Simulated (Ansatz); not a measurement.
## Geometry relaxation, with input and output: Zn15Se16 (charge −2) (part 3 of 3)

Zn15Se16 (defect cell, 31 atoms in the cell, total charge −2); DFT PBE, scalar-relativistic, plane waves, PAW, spin-polarised (Ansatz 0.2.0); cutoff 420 eV, 2×2×2 k-mesh, Gaussian smearing of 0.02 eV, collinear spins. The structure derives from a Materials Project entry. It belongs to a series of runs on one base structure; here: V_Zn, charge -2, atoms relaxed at the host's cell.

File populations.tsv:
```
# site	symbol	l	j	q_up	q_dn
# orbitals = lowdin
# n_electrons = 438.000000
# spilling = 0.007198
0	Zn	0_4S	-	0.407886	0.407886
0	Zn	2_3D	-	4.991468	4.991468
1	Zn	0_4S	-	0.407892	0.407892
1	Zn	2_3D	-	4.991469	4.991469
2	Zn	0_4S	-	0.405138	0.405138
2	Zn	2_3D	-	4.991578	4.991578
3	Zn	0_4S	-	0.407888	0.407888
3	Zn	2_3D	-	4.991468	4.991468
4	Zn	0_4S	-	0.405141	0.405141
4	Zn	2_3D	-	4.991579	4.991579
5	Zn	0_4S	-	0.407883	0.407883
5	Zn	2_3D	-	4.991468	4.991468
6	Zn	0_4S	-	0.407882	0.407882
6	Zn	2_3D	-	4.991468	4.991468
7	Zn	0_4S	-	0.407883	0.407883
7	Zn	2_3D	-	4.991469	4.991469
8	Zn	0_4S	-	0.407880	0.407880
8	Zn	2_3D	-	4.991468	4.991468
9	Zn	0_4S	-	0.407882	0.407882
9	Zn	2_3D	-	4.991469	4.991469
10	Zn	0_4S	-	0.405139	0.405139
10	Zn	2_3D	-	4.991579	4.991579
11	Zn	0_4S	-	0.407878	0.407878
11	Zn	2_3D	-	4.991468	4.991468
12	Zn	0_4S	-	0.407882	0.407882
12	Zn	2_3D	-	4.991469	4.991469
13	Zn	0_4S	-	0.407887	0.407887
13	Zn	2_3D	-	4.991468	4.991468
14	Zn	0_4S	-	0.407888	0.407888
14	Zn	2_3D	-	4.991469	4.991469
15	Se	0_4S	-	0.956617	0.956617
15	Se	1_4P	-	2.548243	2.548243
15	Se	2_3D	-	4.999947	4.999947
16	Se	0_4S	-	0.951221	0.951221
16	Se	1_4P	-	2.583999	2.583999
16	Se	2_3D	-	4.999952	4.999952
17	Se	0_4S	-	0.951222	0.951222
17	Se	1_4P	-	2.584001	2.584001
17	Se	2_3D	-	4.999952	4.999952
18	Se	0_4S	-	0.951221	0.951221
18	Se	1_4P	-	2.584002	2.584002
18	Se	2_3D	-	4.999952	4.999952
19	Se	0_4S	-	0.951222	0.951222
19	Se	1_4P	-	2.584001	2.584001
19	Se	2_3D	-	4.999952	4.999952
20	Se	0_4S	-	0.951222	0.951222
20	Se	1_4P	-	2.583999	2.583999
20	Se	2_3D	-	4.999952	4.999952
21	Se	0_4S	-	0.951223	0.951223
21	Se	1_4P	-	2.583997	2.583997
21	Se	2_3D	-	4.999952	4.999952
22	Se	0_4S	-	0.951225	0.951225
22	Se	1_4P	-	2.583999	2.583999
22	Se	2_3D	-	4.999952	4.999952
23	Se	0_4S	-	0.951223	0.951223
23	Se	1_4P	-	2.584000	2.584000
23	Se	2_3D	-	4.999952	4.999952
24	Se	0_4S	-	0.951221	0.951221
24	Se	1_4P	-	2.583998	2.583998
24	Se	2_3D	-	4.999952	4.999952
25	Se	0_4S	-	0.951225	0.951225
25	Se	1_4P	-	2.584001	2.584001
25	Se	2_3D	-	4.999952	4.999952
26	Se	0_4S	-	0.951224	0.951224
26	Se	1_4P	-	2.583999	2.583999
26	Se	2_3D	-	4.999952	4.999952
27	Se	0_4S	-	0.951221	0.951221
27	Se	1_4P	-	2.584000	2.584000
27	Se	2_3D	-	4.999952	4.999952
28	Se	0_4S	-	0.956614	0.956614
28	Se	1_4P	-	2.548268	2.548268
28	Se	2_3D	-	4.999947	4.999947
29	Se	0_4S	-	0.956616	0.956617
29	Se	1_4P	-	2.548229	2.548229
29	Se	2_3D	-	4.999947	4.999947
30	Se	0_4S	-	0.956619	0.956619
30	Se	1_4P	-	2.548210	2.548210
30	Se	2_3D	-	4.999947	4.999947
```

Trajectory as extended XYZ (Å, eV, eV/Å), 3 frames, from step=1 to step=3:
```
31
Lattice="-5.7318 5.7318 -5.7318 -5.7318 -5.7318 5.7318 5.7318 5.7318 5.7318" Properties=species:S:1:pos:R:3:forces:R:3 step=1 energy=-137298.38715
Zn    0.0514    5.7697   -0.0394    0.1230   0.0400  -0.0351
Zn   -2.9081    2.8085    5.6927   -0.0432  -0.1083  -0.0356
Zn   -0.0046    2.8646    2.8645    0.0003   0.0014   0.0033
Zn    2.8997    5.6918    2.9200    0.0251  -0.0335   0.1125
Zn   -5.7374   -2.8668    2.8644    0.0030   0.0022   0.0025
Zn    0.0491   -0.0381    5.7678    0.1383  -0.0482   0.0431
Zn    2.8987    2.9196    5.6933    0.0162   0.1001  -0.0236
Zn   -0.0559   -0.0390   -0.0374   -0.1711  -0.0984  -0.0991
Zn   -2.8348   -2.9193    5.7674    0.0433  -0.1232   0.0471
Zn   -2.9057    5.6928    2.8122   -0.0588  -0.0586  -0.1434
Zn   -5.7365    2.8642   -2.8677    0.0048  -0.0002  -0.0060
Zn   -2.8321    5.7690   -2.9198    0.0157   0.0172  -0.1097
Zn   -5.7874    0.0370    0.0359   -0.1463   0.0588   0.0638
Zn   -2.9075    2.9201    0.0364   -0.0091   0.0942   0.0068
Zn   -2.9060    0.0364    2.9187   -0.0998   0.0959   0.1642
Se    4.3295    4.2375    4.2420    0.1434   0.0755   0.0390
Se   -1.4362    7.1643    1.4208    0.0032   0.0168   0.0619
Se   -4.3040    4.2969   -4.3107   -0.0156  -0.0214   0.0644
Se   -1.4476    4.2973    4.2979    0.0570  -0.0258  -0.0170
Se   -4.3038    1.4327   -1.4235   -0.0150   0.0207  -0.0569
Se   -1.4352    4.3091   -1.4347    0.0161  -0.0584  -0.0204
Se   -1.4365    1.4207    7.1643    0.0160   0.0463   0.0202
Se   -4.3043   -1.4228    1.4338   -0.0159  -0.0528   0.0204
Se   -1.4474    1.4319    1.4319    0.0497   0.0142   0.0122
Se    1.4392    4.2970    1.4337   -0.0670  -0.0066  -0.0041
Se   -4.3041   -4.3108    4.2962   -0.0285   0.0449  -0.0272
Se   -1.4357   -1.4346    4.3080   -0.0011  -0.0148  -0.0471
Se    1.4392    1.4330    4.2960   -0.0688   0.0092  -0.0014
Se   -7.1318    1.4769    1.4815    0.0887   0.0287  -0.0289
Se   -4.3448    4.2438    1.4706   -0.0588   0.0520   0.0866
Se   -4.3636    1.4946    4.2532    0.0552  -0.0679  -0.0927
31
Lattice="-5.7318 5.7318 -5.7318 -5.7318 -5.7318 5.7318 5.7318 5.7318 5.7318" Properties=species:S:1:pos:R:3:forces:R:3 step=2 energy=-137298.41544
Zn    0.0695    5.7771   -0.0485    0.0496   0.0034  -0.0005
Zn   -2.9165    2.7859    5.6845    0.0007  -0.0487   0.0027
Zn   -0.0036    2.8641    2.8635   -0.0032  -0.0006  -0.0005
Zn    2.9057    5.6840    2.9414   -0.0053   0.0043   0.0508
Zn   -5.7388   -2.8665    2.8636    0.0000  -0.0026  -0.0002
Zn    0.0668   -0.0456    5.7755    0.0623  -0.0068   0.0047
Zn    2.9082    2.9417    5.6838   -0.0088   0.0453   0.0047
Zn   -0.0723   -0.0442   -0.0404   -0.0796  -0.0181  -0.0218
Zn   -2.8287   -2.9413    5.7754    0.0009  -0.0616  -0.0001
Zn   -2.9137    5.6856    2.7938   -0.0096  -0.0099  -0.0675
Zn   -5.7388    2.8642   -2.8676   -0.0019   0.0005   0.0032
Zn   -2.8248    5.7782   -2.9411   -0.0067  -0.0078  -0.0518
Zn   -5.8071    0.0424    0.0406   -0.0710   0.0066   0.0075
Zn   -2.9185    2.9434    0.0456    0.0102   0.0453  -0.0113
Zn   -2.9123    0.0406    2.9345   -0.0196   0.0200   0.0726
Se    4.3631    4.2315    4.2305    0.0065   0.0176   0.0230
Se   -1.4352    7.1680    1.4163   -0.0070  -0.0159   0.0291
Se   -4.3065    4.2908   -4.3131    0.0167   0.0196   0.0282
Se   -1.4527    4.2902    4.2932    0.0344   0.0213   0.0184
Se   -4.3082    1.4384   -1.4189    0.0176  -0.0207  -0.0348
Se   -1.4337    4.3134   -1.4397   -0.0172  -0.0314   0.0222
Se   -1.4344    1.4143    7.1693   -0.0186   0.0404  -0.0201
Se   -4.3088   -1.4196    1.4358    0.0192  -0.0354  -0.0189
Se   -1.4537    1.4375    1.4345    0.0387  -0.0152  -0.0117
Se    1.4420    4.2949    1.4342   -0.0282   0.0099  -0.0021
Se   -4.3102   -4.3157    4.2908    0.0258   0.0411   0.0260
Se   -1.4355   -1.4394    4.3141   -0.0052   0.0149  -0.0412
Se    1.4424    1.4361    4.2946   -0.0262  -0.0107   0.0070
Se   -7.1030    1.4977    1.4965   -0.0036  -0.0043  -0.0171
Se   -4.3724    4.2306    1.5003    0.0070   0.0237  -0.0012
Se   -4.3722    1.4999    4.2266    0.0218  -0.0240   0.0007
31
Lattice="-5.7318 5.7318 -5.7318 -5.7318 -5.7318 5.7318 5.7318 5.7318 5.7318" Properties=species:S:1:pos:R:3:forces:R:3 step=3 energy=-137298.42029
Zn    0.0821    5.7727   -0.0435    0.0006  -0.0019   0.0017
Zn   -2.9130    2.7776    5.6883    0.0020  -0.0004   0.0018
Zn   -0.0051    2.8646    2.8643    0.0004   0.0002   0.0002
Zn    2.9029    5.6885    2.9517   -0.0015   0.0019   0.0004
Zn   -5.7370   -2.8671    2.8643    0.0007   0.0002   0.0002
Zn    0.0821   -0.0431    5.7723    0.0006   0.0016  -0.0018
Zn    2.9028    2.9516    5.6883   -0.0015   0.0006   0.0017
Zn   -0.0916   -0.0433   -0.0432   -0.0013   0.0020   0.0012
Zn   -2.8292   -2.9540    5.7723   -0.0010  -0.0006  -0.0019
Zn   -2.9127    5.6884    2.7776    0.0013   0.0022  -0.0010
Zn   -5.7370    2.8647   -2.8674    0.0008   0.0002   0.0002
Zn   -2.8288    5.7726   -2.9542   -0.0017  -0.0019  -0.0009
Zn   -5.8236    0.0408    0.0404   -0.0010  -0.0019  -0.0014
Zn   -2.9130    2.9518    0.0405    0.0020   0.0003  -0.0016
Zn   -2.9127    0.0407    2.9513    0.0013  -0.0017   0.0008
Se    4.3603    4.2313    4.2312    0.0050  -0.0050  -0.0051
Se   -1.4326    7.1688    1.4147    0.0005   0.0010   0.0009
Se   -4.3090    4.2922   -4.3168   -0.0010  -0.0013   0.0008
Se   -1.4546    4.2921    4.2920    0.0010  -0.0008  -0.0003
Se   -4.3092    1.4372   -1.4177   -0.0008   0.0010  -0.0012
Se   -1.4326    4.3144   -1.4397    0.0010  -0.0010  -0.0010
Se   -1.4327    1.4149    7.1686    0.0007   0.0011   0.0009
Se   -4.3091   -1.4175    1.4368   -0.0013  -0.0006   0.0014
Se   -1.4546    1.4371    1.4367    0.0009   0.0006   0.0005
Se    1.4446    4.2925    1.4369   -0.0011  -0.0014   0.0011
Se   -4.3092   -4.3167    4.2919   -0.0010   0.0006  -0.0010
Se   -1.4326   -1.4394    4.3142    0.0006  -0.0010  -0.0010
Se    1.4447    1.4371    4.2920   -0.0011   0.0011  -0.0009
Se   -7.1034    1.4981    1.4976    0.0052   0.0050   0.0053
Se   -4.3702    4.2313    1.4979   -0.0051  -0.0050   0.0050
Se   -4.3702    1.4982    4.2307   -0.0051   0.0048  -0.0048
```

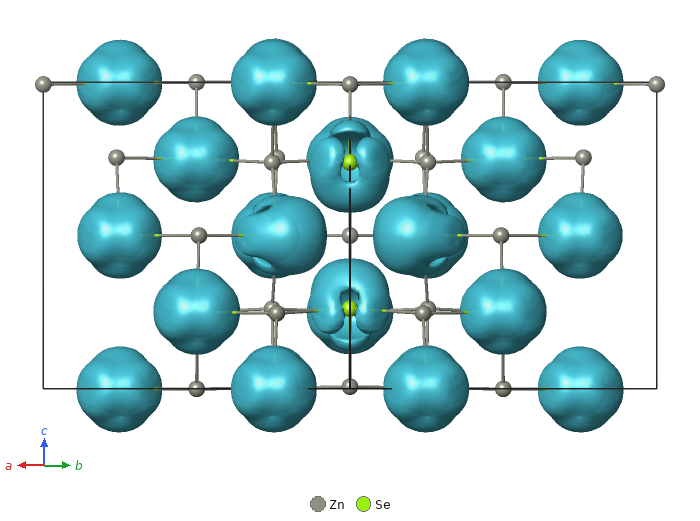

Fig. 1: Isosurface of the ELF at 0.75 (cyan), seen along [110]. Core shells and regions of very low density are left out. Sticks mark near contacts. The outline is the calculation cell. Values along the shortest contacts: Zn–Se (2.43 Å): the ELF is about 0.60 at the midpoint. Zn–Se (2.49 Å): the ELF is about 0.60 at the midpoint. The fields are those of the smooth PAW valence density.

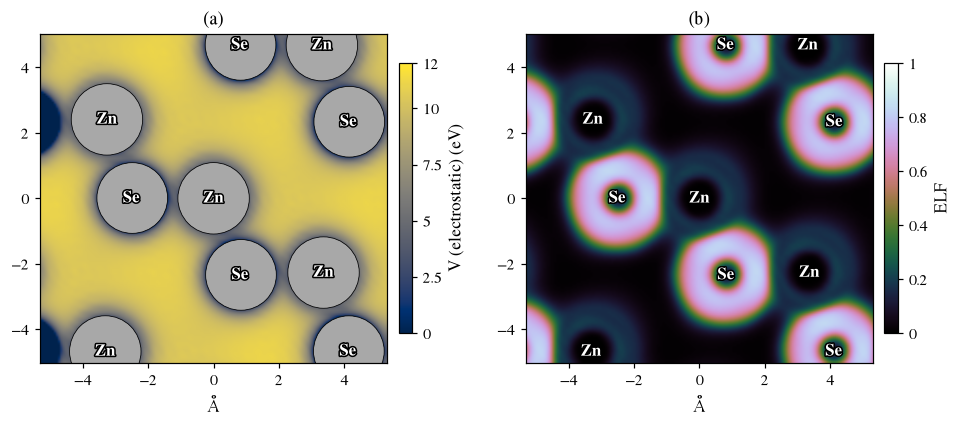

Fig. 2: (a) electrostatic potential energy of an electron; (b) electron localisation function on the (100) plane of the calculation cell. Grey discs, where drawn, cover atomic cores. Zn–Se (2.49 Å): the ELF is about 0.60 at the midpoint. Outside the cores the potential energy rises away from the atoms and is highest about 2.4 Å from the nearest atoms; outside the discs it spans about 10 eV, and its zero is arbitrary.

This output came from the following input.

Input:
```yaml
crystal:
  lattice:
    - [-5.7317611755, 5.7317611755, -5.7317611755]
    - [-5.7317611755, -5.7317611755, 5.7317611755]
    - [5.7317611755, 5.7317611755, 5.7317611755]
  atoms:
    - { symbol: Zn, position: [0.4988325138, -0.0079130247, 0.4998786309] }
    - { symbol: Zn, position: [0.4986795081, 0.7502804138, 0.7415855037] }
    - { symbol: Zn, position: [0.2502901071, 0.2502767519, 0.4997707611] }
    - { symbol: Zn, position: [0.2435625266, 0.0017730805, 0.7512326216] }
    - { symbol: Zn, position: [0.2504087964, 0.7503612164, -0.0002107608] }
    - { symbol: Zn, position: [-0.0076097817, 0.4988599494, 0.4998203548] }
    - { symbol: Zn, position: [0.0018198572, 0.2437817353, 0.7513272971] }
    - { symbol: Zn, position: [0.0014720686, 0.0016149431, -0.0066639464] }
    - { symbol: Zn, position: [-0.0073755117, 0.7503933153, 0.2484435815] }
    - { symbol: Zn, position: [0.7500758649, 0.4987854858, 0.7419196596] }
    - { symbol: Zn, position: [0.7502724381, 0.2502598159, -0.0002976051] }
    - { symbol: Zn, position: [0.7503027439, -0.0076486331, 0.2485414074] }
    - { symbol: Zn, position: [0.5080774907, 0.5079891761, 0.0063588396] }
    - { symbol: Zn, position: [0.5083644186, 0.2568126155, 0.2579079882] }
    - { symbol: Zn, position: [0.256678901, 0.5081129989, 0.257783849] }
    - { symbol: Se, position: [-0.0080243851, -0.0076293249, 0.739694591], spin: 0.5 }
    - { symbol: Se, position: [0.7502463809, 0.2492273557, 0.7489065713] }
    - { symbol: Se, position: [0.7502871532, -0.0005835332, -0.0012049869] }
    - { symbol: Se, position: [0.5011435113, 0.5011962274, 0.7497905226] }
    - { symbol: Se, position: [0.5004163822, 0.2512552002, 0.0008015259] }
    - { symbol: Se, position: [0.501088617, 4.18913e-05, 0.250741157] }
    - { symbol: Se, position: [0.2492398101, 0.7502748873, 0.7488966187] }
    - { symbol: Se, position: [0.2513623293, 0.500552061, 0.0009599238] }
    - { symbol: Se, position: [0.2511747884, 0.2511732723, 0.2498234131] }
    - { symbol: Se, position: [0.2492988636, -0.0004826717, 0.4999062315] }
    - { symbol: Se, position: [-0.0005870547, 0.750228083, -0.0012751968] }
    - { symbol: Se, position: [9.44642e-05, 0.5010376797, 0.2506542206] }
    - { symbol: Se, position: [-0.0005450861, 0.2492042401, 0.4997517447] }
    - { symbol: Se, position: [0.7509660746, 0.7513651909, 0.2580684264], spin: 0.5 }
    - { symbol: Se, position: [0.7492138072, 0.5072930214, 0.4984845364], spin: 0.5 }
    - { symbol: Se, position: [0.5110309979, 0.7516675488, 0.5014015551], spin: 0.5 }
  host:
    lattice:
      - [0.0, 2.8658805878, 2.8658805878]
      - [2.8658805878, 0.0, 2.8658805878]
      - [2.8658805878, 2.8658805878, 0.0]
    atoms:
      - { symbol: Zn, position: [0.0, 0.0, 0.0] }
      - { symbol: Se, position: [0.75, 0.75, 0.75] }
total_charge: -2
basis:
  ecutwfc: 420
  xc_grid: 2
kpoints:
  mp_grid: { grid: [2, 2, 2], shift: [0.5, 0.5, 0.5] }
hamiltonian:
  xc: pbe
scf:
  occupations: { method: gaussian, width: 0.02 }
  lower_state_search: "off"
output:
  forces: true
  stress: false
  eigenvalues: true
  populations: true
  charged_corrections:
    defect_position: [0.75, 0.75, 0.5]
    epsilon: [[10.7895, 0.0, 0.0], [0.0, 10.7895, 0.0], [0.0, 0.0, 10.7895]]
  write_density: true
  write_potential: true
  elf: true
  volumetric_format: npy
magnetization:
  spin_polarized: true
relax:
  adjacent_minimum: "off"
  f_tol: 0.03
  max_steps: 40
```

Launch command:
```bash
ansatz run input.yaml --threads 8 --pin off --max-ram 16384MiB --backend cpu --events-out ev --progress --plain --runs-dir out
```

Summary:

| quantity | value |
| --- | --- |
| outcome | converged |
| electrons treated | 438 |
| free energy | −137298.4203 eV |
| Fermi energy | 7.274 eV |
| gap on the k-point mesh | 2.73 eV |
| net moment of the cell | 0.00 μB |
| integrated absolute moment | 0.00 μB |
| final volume | 753.22 Å³ |
| largest force (length of the vector) at the end | 0.009 eV/Å |
| hardware | 8 threads of Arm Neoverse V2, 24 GiB of memory available, shared host |
| wall time | 2.7 min (CPU time 20 min) |
| peak memory | 6.6 GiB |

The program warns: some starting moments were not kept.
